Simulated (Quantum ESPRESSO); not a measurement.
# SrO (Fm-3m): the LO frequency by hand

How high does the longitudinal optical mode of SrO (Fm-3m) lie, given the transverse one, the Born charge and ε∞?

Main program and level: Quantum ESPRESSO 7.5; DFT LDA, scalar-relativistic, plane waves, PseudoDojo norm-conserving pseudopotentials.

The database entry behind the starting cell differs from later determinations by our own check (about 0.5 % short), so it need not match the best structure at ambient conditions.

## Step 1: The relaxed structure

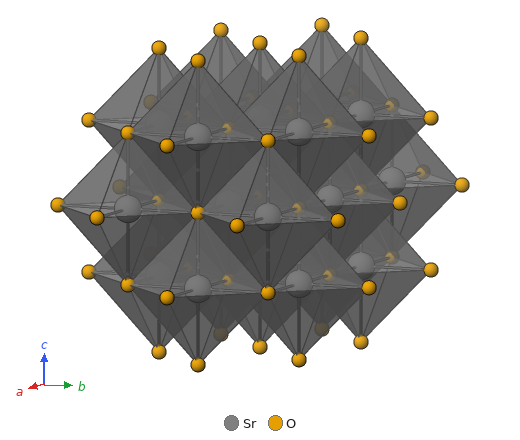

Start, viewed slightly off an axis; strontium grey, oxygen orange. 2×1×1 cells are drawn. This picture shows the conventional cell, with its axes. Some periodic images of atoms are drawn too.

Coordinates:

```cif
data_structure
_symmetry_space_group_name_H-M 'P 1'
_symmetry_Int_Tables_number 1
_cell_length_a 3.5787
_cell_length_b 3.5787
_cell_length_c 3.5787
_cell_angle_alpha 60.000
_cell_angle_beta 60.000
_cell_angle_gamma 60.000
_cell_volume 32.41
loop_
_atom_site_label
_atom_site_type_symbol
_atom_site_fract_x
_atom_site_fract_y
_atom_site_fract_z
_atom_site_occupancy
Sr1 Sr 0.50000 0.50000 0.50000 1
O2 O 0.00000 0.00000 0.00000 1
```

This is the cell after its relaxation at this level of theory, not the database cell from which that began.

## Step 2: What the response run gave

A linear-response run on the relaxed cell, with the response to an electric field; only its zone-centre results are used. Cutoff 92 Ry, k mesh 8×8×8.

The program printed:

```text
[banners, grids, parts of the stress and lines that vanish by symmetry left out]
Program PHONON v.7.5
     Reading xml data from directory:

[...]
Exchange-correlation= PW
                           (   1   4   0   0   0   0   0)
[...]
kinetic-energy cut-off    =      92.0000  Ry
     charge density cut-off    =     368.0000  Ry
     convergence threshold     =      1.0E-18
[...]
Exchange-correlation= PW
                           (   1   4   0   0   0   0   0)
[...]
q = (   0.0000000   0.0000000   0.0000000 )
     49 Sym.Ops. (with q -> -q+G )
     G cutoff =  426.3097  (  26229 G-vectors)     FFT grid: ( 45, 45, 45)
     number of k points=    29
[...]
Mode symmetry, O_h (m-3m)  point group:
[...]
Dielectric constant
[...]
End of electric fields calculation
          Dielectric constant in cartesian axis
          (       3.862308404      -0.000000000      -0.000000000 )
          (      -0.000000000       3.862308404       0.000000000 )
          (      -0.000000000       0.000000000       3.862308404 )
          Effective charges (d Force / dE) in cartesian axis without acoustic sum rule applied (asr)
           atom    1  Sr    Mean Z*:        2.47556
      Ex  (        2.47556       -0.00000       -0.00000 )
      Ey  (       -0.00000        2.47556        0.00000 )
      Ez  (       -0.00000       -0.00000        2.47556 )
           atom    2  O     Mean Z*:       -2.47586
      Ex  (       -2.47586        0.00000       -0.00000 )
      Ey  (        0.00000       -2.47586       -0.00000 )
      Ez  (       -0.00000       -0.00000       -2.47586 )
          Effective charges Sum: Mean:       -0.00030
[...]
Effective charges (d Force / dE) in cartesian axis with asr applied:
           atom    1  Sr    Mean Z*:        2.47571
[...]
atom    2  O     Mean Z*:       -2.47571
[...]
Representation #   1 modes #   1   2   3
[...]
End of self-consistent calculation
     Convergence has been achieved
     Representation #   2 modes #   4   5   6
[...]
End of self-consistent calculation
     Convergence has been achieved
[...]
Dielectric constant in cartesian axis
          (       3.862308404      -0.000000000      -0.000000000 )
          (      -0.000000000       3.862308404       0.000000000 )
          (      -0.000000000       0.000000000       3.862308404 )
          Effective charges (d Force / dE) in cartesian axis without acoustic sum rule applied (asr)
           atom    1  Sr    Mean Z*:        2.47556
      Ex  (        2.47556       -0.00000       -0.00000 )
      Ey  (       -0.00000        2.47556        0.00000 )
      Ez  (       -0.00000       -0.00000        2.47556 )
           atom    2  O     Mean Z*:       -2.47586
      Ex  (       -2.47586        0.00000       -0.00000 )
      Ey  (        0.00000       -2.47586       -0.00000 )
      Ez  (       -0.00000       -0.00000       -2.47586 )
          Effective charges Sum: Mean:       -0.00030
[...]
Effective charges (d Force / dE) in cartesian axis with asr applied:
           atom    1  Sr    Mean Z*:        2.47571
[...]
atom    2  O     Mean Z*:       -2.47571
[...]
q = (    0.000000000   0.000000000   0.000000000 )
[...]
freq (    1) =       0.024760 [THz] =       0.825903 [cm-1]
     freq (    2) =       0.024760 [THz] =       0.825903 [cm-1]
     freq (    3) =       0.024760 [THz] =       0.825903 [cm-1]
     freq (    4) =       6.496456 [THz] =     216.698438 [cm-1]
     freq (    5) =       6.496456 [THz] =     216.698438 [cm-1]
     freq (    6) =       6.496456 [THz] =     216.698438 [cm-1]
[...]
Mode symmetry, O_h (m-3m)  point group:
     freq (   1-   3) =          0.8  [cm-1]   --> T_1u G_15  G_4- I
     freq (   4-   6) =        216.7  [cm-1]   --> T_1u G_15  G_4- I

   JOB DONE.
```

| quantity | value |
| --- | --- |
| cell volume Ω (Å³) | 32.407 |
| mass of Sr (u) | 87.620 |
| mass of O (u) | 15.999 |
| Born charge of Sr, raw (e) | 2.476 |
| Born charge of O, raw (e) | -2.476 |
| ε∞ | 3.862 |
| ω(TO) after the sum rule (cm⁻¹) | 216.7 |

## Step 3: The calculation

The charges must sum to zero over the cell; taking off their mean, 0.000 e, leaves Z* = 2.476 e on Sr. In the polar mode Sr moves against O, so the reduced mass is μ = 87.62 × 16.00 / 103.62 = 13.529 u.

A longitudinal wave builds up a field that adds to the restoring force: ω(LO)² = ω(TO)² + 4π Z*² / (μ Ω ε∞), in Hartree atomic units. With μ = 24661 electron masses and Ω = 218.70 bohr³ the second term is 3.6976e-06 Ha², or 178110 cm⁻² (1 Ha = 219474.6 cm⁻¹).

So ω(LO) = √(46955 + 178110) = 474.4 cm⁻¹, and by the Lyddane-Sachs-Teller relation ε₀ = ε∞ (ω(LO)/ω(TO))² = 18.51.

## Step 4: Check against the program

The analysis program adds the same non-analytic term to the full matrix, here for q along (1 0 0).

The program printed:

```text
[banner, memory and clock lines left out]
Program DYNMAT v.7.5

     Reading Dynamical Matrix from file g.dyn
     ...Force constants read
     ...epsilon and Z* read

     Polarizability (A^3 units)
     multiply by 0.511744 for Clausius-Mossotti correction
         7.381604   -0.000000   -0.000000
        -0.000000    7.381604    0.000000
        -0.000000    0.000000    7.381604

     IR activities are in (D/A)^2/amu units

# mode   [cm-1]    [THz]      IR
    1     -0.00   -0.0000    0.0000
    2     -0.00   -0.0000    0.0000
    3      0.00    0.0000    0.0000
    4    216.69    6.4961   10.4523
    5    216.69    6.4961   10.4523
    6    474.40   14.2222   10.4523
```

ε₀ comes from the program's run without a direction of q.

| quantity | by hand | program |
| --- | --- | --- |
| ω(LO) (cm⁻¹) | 474.4 | 474.4 |
| ε₀ | 18.51 | 18.51 |

## Step 5: Summary of results

```yaml
to_mode: 216.7 cm⁻¹
lo_mode: 474.4 cm⁻¹
static_dielectric_constant: 18.51
```

**Reading.** The LO mode of SrO (Fm-3m) lies at 474 cm⁻¹, 258 cm⁻¹ above the TO mode; the formula meets the program within 0.1 cm⁻¹, as it must for a cubic crystal with one polar mode. ω(LO)² − ω(TO)² goes with Z*²/ε∞: an error of 5 % in ε∞ would move the LO mode by 9.0 cm⁻¹, and semilocal functionals tend to overestimate ε∞. These are harmonic values at zero temperature, at the volume of this functional, for the structure held cubic; stability elsewhere in the zone is no part of this calculation.

[Host names and launcher messages were left out of these logs when they were recorded.]

[Logs are printed without paths, hosts, clocks, repeated set-up lines and the standing remarks that a program may print on its own settings, such as how far it seeks lower states.]

[Hosts, paths, dates, database ids (printed as entryN), source tags and the programs' standing remarks are cut or masked in the printed files.]
